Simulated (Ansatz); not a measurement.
Geometry relaxation of Ga$_{2}$As$_{2}$H (part 1 of 3)

- system: Ga$_{2}$As$_{2}$H (slab, 5 atoms in the cell)
- method: DFT PBE, scalar-relativistic, plane waves, PAW, PAW set soft_1, spin-polarised (Ansatz 0.2.0)

The structure derives from an entry of the Crystallography Open Database. The input holds or restrains some coordinates. Forces given for the steps count only the free coordinates. Figures and captions count atoms from 1; the log counts them from 0 in places.

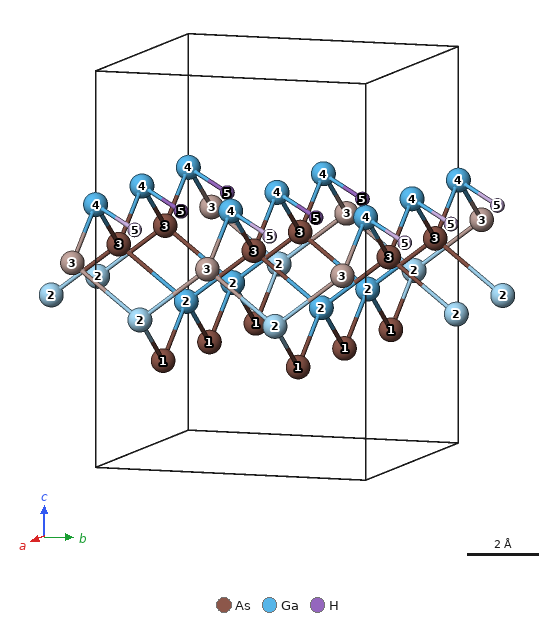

The input geometry (ball-and-stick view of the 2 × 2 repeat of the cell, with the vacuum cut short, seen slightly off an axis; neighbours outside the cell are drawn fainter; atoms are numbered from 1 in the order of the input). An atom can appear more than once, as a periodic image.

**Summary**

- outcome: converged under the restraints of the input
- electrons treated: 57
- free energy: −17292.1847 eV
- work function, top face: 4.59 eV
- work function, bottom face: 5.73 eV
- Fermi energy: −1.556 eV
- gap on the k-point mesh: none (metallic)
- net moment of the cell: 0.10 μB
- integrated absolute moment: 0.11 μB
- final volume: 328.35 Å³
- work function (upper face): 4.59 eV
- largest force (length of the vector) at the end, held atoms and coordinates included: 1.525 eV/Å
- hardware: 2 threads of Arm Neoverse V2, 24 GiB of memory available, shared host
- wall time: 6.4 min (CPU time 13 min)
- peak memory: 0.81 GiB

**Notes**

Warnings of the run: some starting moments were not kept; the exchange-correlation potential is rough where the density is thin.

**Input file**
```yaml
crystal:
  lattice:
    - [4.0629609257, 0.0, 0.0]
    - [0.0, 4.0629609257, 0.0]
    - [0.0, 0.0, 19.890498656]
  atoms:
    - { symbol: As, position: [0.0, 0.5, 0.2011010417] }
    - { symbol: Ga, position: [0.5, 0.5, 0.2733201266] }
    - { symbol: As, position: [0.5, 0.0, 0.351101968] }
    - { symbol: Ga, position: [0.0, 0.0, 0.4218345051] }
    - { symbol: H, position: [0.25, 0.375, 0.3955439959], spin: 1.0 }
basis:
  ecutwfc: 420
kpoints:
  mp_grid: { grid: [7, 7, 1] }
hamiltonian:
  xc: pbe
  pseudopotentials: { kind: paw, azcp: { folder: soft_1 } }
scf:
  occupations: { method: gaussian, width: 0.05 }
output:
  forces: true
  eigenvalues: true
  populations: true
  write_density: true
  write_potential: true
  elf: true
  volumetric_format: npy
magnetization:
  spin_polarized: true
relax:
  adjacent_minimum: "off"
  f_tol: 0.025
  max_steps: 16
  constraints: [{ sites: [0, 1, 2, 3] }, { sites: [4], fix: xy }]
efield:
  axis: 3
  dipole_correction: true
  ramp_width: 0.04
```

Launch command:
```bash
ansatz run input.yaml --threads 2 --pin off --max-ram 6144MiB --backend cpu --events-out ev --progress --plain --runs-dir out
```

**What the program printed**
```
Engine: ansatz 0.2.0, aarch64-unknown-linux-gnu
Pseudopotentials: kind: paw
Pseudopotential: As, paw, valence charge 15, recommended cutoff 420 eV (normal), [file]
Pseudopotential: Ga, paw, valence charge 13, recommended cutoff 420 eV (normal), [file]
Pseudopotential: H, paw, valence charge 1, recommended cutoff 420 eV (normal), [file]
Functional definition: PBE
  parameter kappa = 0.804
  parameter beta = 0.06672455060314922
  exchange = pbe_x(kappa = kappa, mu = beta*pi^2/3)
  correlation = pbe_c(beta = beta)
Crystal: 5 atoms, lattice volume = 328.345 Å³
Basis set: ecut = 420 eV, 6467 PW (Γ), exchange–correlation on 60×60×270 points (8 copies of the dense FFT grid, shifted against one another)
Bands: 35, of which v1, the nominal top of the filled ones, is band 29 counted from 1 (28 counted from 0)
Symmetry: 1 space group operations
k-points: 25 of 49 (time reversal used)
Non-local potential: As, projectors of the file, l = 0: 2, l = 1: 2, l = 2: 3, l = 3: 1
Non-local potential: Ga, projectors of the file, l = 0: 2, l = 1: 2, l = 2: 3, l = 3: 1
Non-local potential: H, projectors of the file, l = 0: 2, l = 1: 1
PAW form: soft (Blöchl's): semilocal exchange-correlation on the pseudo side does not see the compensation charge
PAW one-centre angular grid: As, 590 points (default); XC on 64 Gauss nodes
PAW one-centre angular grid: Ga, 590 points (default); XC on 64 Gauss nodes
PAW one-centre angular grid: H, 110 points (default); XC on 64 Gauss nodes
Initial density: superposition of atomic densities (neutral atoms: chi_scale 0, normalization atom)
Starting moments: Σ|m| = 1 μB on 1 of 5 sites
Initial wavefunctions: pseudopotential atomic-orbital guess
Functional: x = pbe(κ = 0.804, μ = 0.2195149727645171), c = pbe(β = 0.06672455060314922)
SCF iter   1: F=—  HF=-17291.350655 eV  |F-HF|=—  |Δ(HF+E_count)|=         —  Δρ=1.13e-2 (↑9.26e-3 ↓1.13e-2)  dr2=2.80e0  dr2_m=8.38e-2  M=0.527 μB ∫|m|=0.633 μB  β_m=0.30  ethr=3.10e-3  p=0.000 e·Å  D=2.22e-6 V/Å  ΔV_dip=-0.00 eV  dr2_dipole=7.22e-1  V_vac-E_F(+/−)=5.68/5.68 eV  ⟨swp⟩=7.5  Hψ=7644  notcnv=0  defer=6
efield: sawtooth ramp at fractional position 0.7915 (placed from the atoms, in the widest stretch of the axis that holds none; the zero of the levels goes with the place), width 0.0400; the density the first Hamiltonian is built on has a dipole p = 0.000 e·Å; the dipole correction subtracts the counter field D = 2.22e-6 V/Å, which shifts the + side's vacuum level by -0.00 eV against the − side's; the planar-averaged density in the ramp window peaks in size at 3.6e-6 e/Å³
preconditioner: auto → LDOS  [metal: Δε(μ)=0.014 eV  Ē_g=13.096 eV  σ=0.050 eV  W_gap=0.16  n_scr=48 (ndim 8)  ℏωp=12.5 eV  f_vac=0.613  D(μ)=2.08/eV (n_scr^D=6)]
spin=Collinear: LDOS preconditioning applied to the charge; magnetization (m = ρ↑ − ρ↓) channel mixes plain (no charge-response kernel on spin).
SCF iter   2: F=—  HF=-17291.437482 eV  |F-HF|=—  |Δ(HF+E_count)|=   8.68e-2  Δρ=9.77e-3 (↑6.66e-3 ↓9.77e-3)  dr2=1.44e0  dr2_m=6.82e-2  M=0.473 μB ∫|m|=0.561 μB  β_m=0.30  ethr=3.10e-3  p=0.023 e·Å  D=1.24e-2 V/Å  ΔV_dip=-0.25 eV  dr2_dipole=3.00e-1  V_vac-E_F(+/−)=5.41/5.66 eV  ⟨swp⟩=2.0  Hψ=2436  notcnv=0  defer=80  κ⁻¹=1.0e0(r=1)
preconditioner: auto → Resta (q_TF=auto, 2.038 Å⁻¹)  ε∞=1.9  [insulator: Δε(μ)=0.077 eV  Ē_g=13.212 eV  σ=0.050 eV  W_gap=0.52  n_scr=48 (ndim 8)  ℏωp=12.5 eV  f_vac=0.616  D(μ)=1.70/eV (n_scr^D=6)  ε∞_Penn≈1.9  vacuum switching on, ρ_ref=1.3e-2 e/Å³]
spin=Collinear: Resta preconditioning applied to the charge; magnetization (m = ρ↑ − ρ↓) channel mixes plain (no charge-response kernel on spin).
SCF iter   3: F=—  HF=-17291.395610 eV  |F-HF|=—  |Δ(HF+E_count)|=   4.19e-2  Δρ=5.38e-3 (↑5.20e-3 ↓5.38e-3)  dr2=5.59e-2  dr2_m=7.34e-2  M=0.296 μB ∫|m|=0.376 μB  β_m=0.30  ethr=2.53e-3  p=0.082 e·Å  D=4.51e-2 V/Å  ΔV_dip=-0.90 eV  dr2_dipole=2.22e-3  V_vac-E_F(+/−)=4.51/5.41 eV  ⟨swp⟩=3.1  Hψ=2273  notcnv=0  defer=81  κ⁻¹=6.1e-2(r=2)
SCF iter   4: F=—  HF=-17291.464168 eV  |F-HF|=—  |Δ(HF+E_count)|=   6.86e-2  Δρ=4.64e-3 (↑3.84e-3 ↓4.64e-3)  dr2=2.08e-2  dr2_m=4.84e-2  M=0.304 μB ∫|m|=0.358 μB  β_m=0.30  ethr=9.80e-5  p=0.075 e·Å  D=4.12e-2 V/Å  ΔV_dip=-0.82 eV  dr2_dipole=5.82e-4  V_vac-E_F(+/−)=4.56/5.38 eV  ⟨swp⟩=2.4  Hψ=2480  notcnv=0  defer=86  κ⁻¹=2.5e-3(r=3)
SCF iter   5: F=—  HF=-17291.511761 eV  |F-HF|=—  |Δ(HF+E_count)|=   4.76e-2  Δρ=3.56e-3 (↑3.56e-3 ↓3.39e-3)  dr2=2.26e-3  dr2_m=3.59e-2  M=0.275 μB ∫|m|=0.317 μB  β_m=0.30  ethr=3.64e-5  p=0.080 e·Å  D=4.42e-2 V/Å  ΔV_dip=-0.88 eV  dr2_dipole=4.76e-5  V_vac-E_F(+/−)=4.44/5.32 eV  ⟨swp⟩=2.2  Hψ=2810  notcnv=0  defer=89  κ⁻¹=9.0e-4(r=4)
SCF iter   6: F=—  HF=-17291.541817 eV  |F-HF|=—  |Δ(HF+E_count)|=   3.01e-2  Δρ=2.93e-3 (↑2.93e-3 ↓2.90e-3)  dr2=6.86e-4  dr2_m=2.53e-2  M=0.253 μB ∫|m|=0.287 μB  β_m=0.30  ethr=3.97e-6  p=0.080 e·Å  D=4.42e-2 V/Å  ΔV_dip=-0.88 eV  dr2_dipole=1.87e-6  V_vac-E_F(+/−)=4.43/5.30 eV  ⟨swp⟩=2.2  Hψ=2250  notcnv=0  defer=89  κ⁻¹=2.6e-4(r=5)
SCF iter   7: F=—  HF=-17291.562615 eV  |F-HF|=—  |Δ(HF+E_count)|=   2.08e-2  Δρ=2.47e-3 (↑2.44e-3 ↓2.47e-3)  dr2=2.43e-4  dr2_m=1.81e-2  M=0.229 μB ∫|m|=0.256 μB  β_m=0.30  ethr=1.20e-6  p=0.081 e·Å  D=4.45e-2 V/Å  ΔV_dip=-0.89 eV  dr2_dipole=4.17e-7  V_vac-E_F(+/−)=4.42/5.30 eV  ⟨swp⟩=2.5  Hψ=2776  notcnv=0  defer=89  κ⁻¹=1.1e-5(r=6)
SCF iter   8: F=—  HF=-17291.577069 eV  |F-HF|=—  |Δ(HF+E_count)|=   1.45e-2  Δρ=2.11e-3 (↑2.11e-3 ↓2.07e-3)  dr2=6.28e-5  dr2_m=1.31e-2  M=0.207 μB ∫|m|=0.230 μB  β_m=0.79  ethr=4.26e-7  p=0.082 e·Å  D=4.50e-2 V/Å  ΔV_dip=-0.90 eV  dr2_dipole=8.17e-7  V_vac-E_F(+/−)=4.41/5.30 eV  ⟨swp⟩=3.0  Hψ=2604  notcnv=0  defer=89
Mixer restart at iter 8: flushing history
spin-set hold released at iteration 8 (site moments contracting): the magnetisation degrees of freedom join the quasi-Newton model from the next iteration; the mixer history was flushed
SCF iter   9: F=—  HF=-17291.599351 eV  |F-HF|=—  |Δ(HF+E_count)|=   2.23e-2  Δρ=1.24e-3 (↑1.23e-3 ↓1.24e-3)  dr2=6.41e-4  dr2_m=4.53e-3  M=0.166 μB ∫|m|=0.182 μB  β_m=1.20  ethr=1.10e-7  p=0.082 e·Å  D=4.52e-2 V/Å  ΔV_dip=-0.90 eV  dr2_dipole=1.67e-4  V_vac-E_F(+/−)=4.41/5.31 eV  ⟨swp⟩=4.1  Hψ=3424  notcnv=0  defer=89  κ⁻¹=1.0e0(r=1)
density mixer auto → broyden: no gap read (density of states about μ 0.89 of a free-electron gas's, 48 screened modes)
SCF iter  10: F=—  HF=-17291.611410 eV  |F-HF|=—  |Δ(HF+E_count)|=   1.21e-2  Δρ=3.91e-4 (↑3.91e-4 ↓2.99e-4)  dr2=1.24e-2  dr2_m=1.88e-4  M=0.164 μB ∫|m|=0.173 μB  β_m=1.20  ethr=1.10e-7  p=0.090 e·Å  D=4.95e-2 V/Å  ΔV_dip=-0.98 eV  dr2_dipole=4.82e-3  V_vac-E_F(+/−)=4.38/5.36 eV  ⟨swp⟩=4.7  Hψ=4231  notcnv=0  defer=88  κ⁻¹=1.0e-1(r=2)
SCF iter  11: F=—  HF=-17291.611632 eV  |F-HF|=—  |Δ(HF+E_count)|=   2.22e-4  Δρ=3.62e-4 (↑2.23e-4 ↓3.62e-4)  dr2=3.83e-4  dr2_m=2.34e-4  M=0.182 μB ∫|m|=0.193 μB  β_m=1.04  ethr=1.10e-7  p=0.084 e·Å  D=4.65e-2 V/Å  ΔV_dip=-0.92 eV  dr2_dipole=3.98e-5  V_vac-E_F(+/−)=4.41/5.33 eV  ⟨swp⟩=3.1  Hψ=3075  notcnv=0  defer=87  κ⁻¹=3.5e-3(r=3)
SCF iter  12: F=—  HF=-17291.612745 eV  |F-HF|=—  |Δ(HF+E_count)|=   1.11e-3  Δρ=3.65e-4 (↑2.36e-4 ↓3.65e-4)  dr2=2.80e-4  dr2_m=2.57e-4  M=0.219 μB ∫|m|=0.231 μB  β_m=1.20  ethr=1.10e-7  p=0.085 e·Å  D=4.67e-2 V/Å  ΔV_dip=-0.93 eV  dr2_dipole=4.87e-5  V_vac-E_F(+/−)=4.40/5.33 eV  ⟨swp⟩=2.1  Hψ=2654  notcnv=0  defer=87  κ⁻¹=9.6e-4(r=4)
SCF iter  13: F=—  HF=-17291.614687 eV  |F-HF|=—  |Δ(HF+E_count)|=   1.94e-3  Δρ=3.58e-4 (↑2.06e-4 ↓3.58e-4)  dr2=7.12e-4  dr2_m=2.15e-4  M=0.284 μB ∫|m|=0.301 μB  β_m=1.20  ethr=1.10e-7  p=0.085 e·Å  D=4.71e-2 V/Å  ΔV_dip=-0.94 eV  dr2_dipole=2.05e-4  V_vac-E_F(+/−)=4.39/5.33 eV  ⟨swp⟩=3.0  Hψ=2904  notcnv=0  defer=89  κ⁻¹=3.1e-4(r=5)
SCF iter  14: F=—  HF=-17291.615841 eV  |F-HF|=—  |Δ(HF+E_count)|=   1.15e-3  Δρ=2.07e-4 (↑1.10e-4 ↓2.07e-4)  dr2=3.76e-4  dr2_m=5.28e-5  M=0.332 μB ∫|m|=0.354 μB  β_m=1.20  ethr=1.10e-7  p=0.087 e·Å  D=4.79e-2 V/Å  ΔV_dip=-0.95 eV  dr2_dipole=8.72e-5  V_vac-E_F(+/−)=4.39/5.34 eV  ⟨swp⟩=3.0  Hψ=2994  notcnv=0  defer=89  κ⁻¹=1.9e-4(r=6)
SCF iter  15: F=—  HF=-17291.615532 eV  |F-HF|=—  |Δ(HF+E_count)|=   3.09e-4  Δρ=2.11e-4 (↑1.40e-4 ↓2.11e-4)  dr2=9.11e-5  dr2_m=8.73e-5  M=0.320 μB ∫|m|=0.340 μB  β_m=1.20  ethr=1.10e-7  p=0.087 e·Å  D=4.79e-2 V/Å  ΔV_dip=-0.95 eV  dr2_dipole=1.54e-5  V_vac-E_F(+/−)=4.39/5.34 eV  ⟨swp⟩=2.0  Hψ=2610  notcnv=0  defer=89  κ⁻¹=6.7e-5(r=7)
SCF iter  16: F=—  HF=-17291.615979 eV  |F-HF|=—  |Δ(HF+E_count)|=   4.47e-4  Δρ=5.02e-5 (↑4.30e-5 ↓5.02e-5)  dr2=1.93e-5  dr2_m=5.42e-6  M=0.359 μB ∫|m|=0.383 μB  β_m=1.20  ethr=1.10e-7  p=0.088 e·Å  D=4.85e-2 V/Å  ΔV_dip=-0.97 eV  dr2_dipole=7.14e-6  V_vac-E_F(+/−)=4.38/5.34 eV  ⟨swp⟩=3.0  Hψ=3129  notcnv=0  defer=89  κ⁻¹=2.8e-5(r=8)
SCF iter  17: F=—  HF=-17291.616009 eV  |F-HF|=—  |Δ(HF+E_count)|=   3.00e-5  Δρ=2.30e-5 (↑2.27e-5 ↓2.30e-5)  dr2=1.35e-6  dr2_m=1.26e-6  M=0.354 μB ∫|m|=0.378 μB  β_m=1.20  ethr=2.74e-8  p=0.088 e·Å  D=4.84e-2 V/Å  ΔV_dip=-0.96 eV  dr2_dipole=7.60e-8  V_vac-E_F(+/−)=4.38/5.34 eV  ⟨swp⟩=20.0  Hψ=16154  notcnv=0  κ⁻¹=2.1e-5(r=8)
SCF iter  18: F=—  HF=-17291.616021 eV  |F-HF|=—  |Δ(HF+E_count)|=   1.19e-5  Δρ=1.68e-5 (↑1.00e-5 ↓1.68e-5)  dr2=2.32e-6  dr2_m=4.24e-7  M=0.348 μB ∫|m|=0.372 μB  β_m=1.20  ethr=2.36e-9  p=0.087 e·Å  D=4.82e-2 V/Å  ΔV_dip=-0.96 eV  dr2_dipole=6.91e-7  V_vac-E_F(+/−)=4.38/5.34 eV  ⟨swp⟩=12.6  Hψ=15638  notcnv=0  κ⁻¹=6.2e-6(r=8)
SCF iter  19: F=—  HF=-17291.616024 eV  |F-HF|=—  |Δ(HF+E_count)|=   3.08e-6  Δρ=4.61e-6 (↑3.29e-6 ↓4.61e-6)  dr2=2.16e-7  dr2_m=2.53e-8  M=0.350 μB ∫|m|=0.374 μB  β_m=1.20  ethr=2.36e-9  p=0.088 e·Å  D=4.83e-2 V/Å  ΔV_dip=-0.96 eV  dr2_dipole=5.07e-8  V_vac-E_F(+/−)=4.38/5.34 eV  ⟨swp⟩=12.2  Hψ=13838  notcnv=0  κ⁻¹=9.3e-5(r=8)
SCF iter  20: F=-17291.616024 eV  HF=-17291.616024 eV  |F-HF|=1.29e-8  |Δ(HF+E_count)|=   1.96e-7  Δρ=2.08e-6 (↑1.37e-6 ↓2.08e-6)  dr2=1.80e-8  dr2_m=5.67e-9  M=0.350 μB ∫|m|=0.374 μB  ethr=3.79e-10  p=0.088 e·Å  D=4.83e-2 V/Å  ΔV_dip=-0.96 eV  dr2_dipole=2.08e-9  V_vac-E_F(+/−)=4.38/5.34 eV  ⟨swp⟩=8.8  Hψ=10519  notcnv=0
SCF 1 converged in 20 iterations: F = -17291.616024 eV  dr2 = 1.80e-8
  greatest PAW one-centre occupation: 0.999 electrons in one spin orbital (limit 2), on the As atom at site 2 (counted from 0), in its partial waves of l = 2
relax step   1: F+E_penalty+E_count = -17291.61602434 eV  Δ(F+E_penalty+E_count) = +0.000e0 eV  max|allowed force component| = 4.809e-1 eV/Å  Δτ_max = 0.0000 Å  (20 SCF iters, dr2 threshold 1.56e-5 eV, accepted)
Initial density: handed on by an earlier stage of this run
Starting moments: Σ|m| = 1 μB on 1 of 5 sites; this step starts from the density that it was given
Initial wavefunctions: those handed on with the density
iter 1 solved again at ethr=7.45e-5 eV; its pass at ethr=3.10e-3 eV (dr2=4.25e-2 eV) is discarded
```
